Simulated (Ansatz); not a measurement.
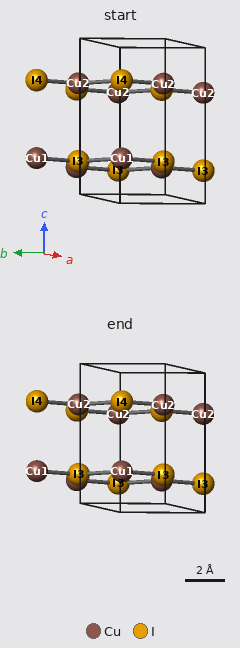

The structure of crystalline CuI (built on the h-MgO (five-fold) type) before (top) and after (bottom) a relaxation, at one scale.

Style: ball-and-stick. Shown: the cell of the calculation, repeated 2 × 2 × 1 with one cell outlined, from a free direction.

The calculation used Ansatz, DFT, r2SCAN, plane waves, PAW. (plane-wave cutoff 500 eV; k-point mesh 6 × 6 × 4; occupations fermi dirac; smearing width 0.02 eV; no spin polarisation; cell and atoms relaxed; force threshold 0.005 eV/Å)

> What changed between the two?

The atoms keep their places relative to the cell (all moves are under 0.005 Å). Cell: a = b 4.390 → 4.376 Å (−0.3 %), c 8.096 → 7.254 Å (−10.4 %). Volume −11.0 %. Some distances before and after: Cu1–I3 2.535 → 2.526 Å. The space group stays P6_3/mmc (No. 194). After 5 accepted moves (6 points after the start) the energy has fallen by 12.0 meV per atom. All forces vanish by symmetry, so only the cell relaxes. The pressure goes from −0.99 to −0.02 GPa. The SCF was repeated once at an unchanged geometry on a basis and grid sized afresh for the cell, which shifted the energy by 0.5 meV per atom at most. The run took roughly 2.5 core-minutes on a shared host.
